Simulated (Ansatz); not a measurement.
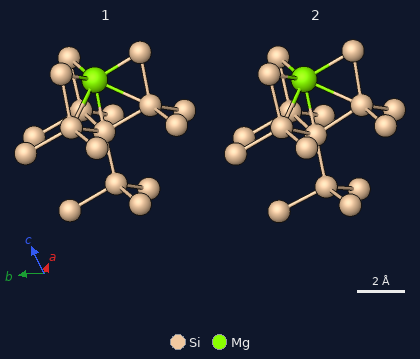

Two geometries of a defect cell of composition Si128Mg (cell charge −1), drawn at one scale. One is the start of a relaxation, the other its converged end. A ball-and-stick model of the atoms within 4.2 Å of the atom that moves most (axes of the cell of the calculation (origin shifted)), seen from a free direction.

All numbers below come from Ansatz 0.2.0, DFT, PBEsol, PAW, plane waves. (plane-wave cutoff 420 eV; k-point mesh 1 × 1 × 1; mesh shifted by (0.25, 0.25, 0.25); collinear spin; atoms relaxed in a fixed cell; force threshold 0.03 eV/Å; at most 80 steps)

Question: Which one is relaxed?

Answer: Structure 2 is the relaxed one. The atoms of the start lie slightly off their symmetric places, so part of the fall in energy undoes that. Over 4 geometry steps the energy falls by 1.546 eV per cell of the calculation. The largest force component goes from 1.4 to 0.027 eV/Å. A Si atom moves most: 0.15 Å roughly along [2 0 −3]. By element the largest moves are Si 0.15 Å, Mg 0.04 Å. The cell stays as it was. Near-neighbour distances that change, for instance: Mg–Si 2.319 → 2.496 Å, Mg–Si 2.342 → 2.498 Å, Mg–Si 2.393 → 2.500 Å, Mg–Si 2.651 → 2.742 Å. Bond angles that change, for instance: Si–Si–Si 108.7° → 114.9°, Si–Si–Si 110.2° → 114.9°, Si–Si–Si 112.0° → 107.7°. Cost: 7.9 s on 1 × NVIDIA GB200 with 8 threads of Arm Neoverse-V2, peak memory 2.4 GiB.

Limits of the set-up: the cell is charged, on a uniform background, and energies carry no finite-size correction.
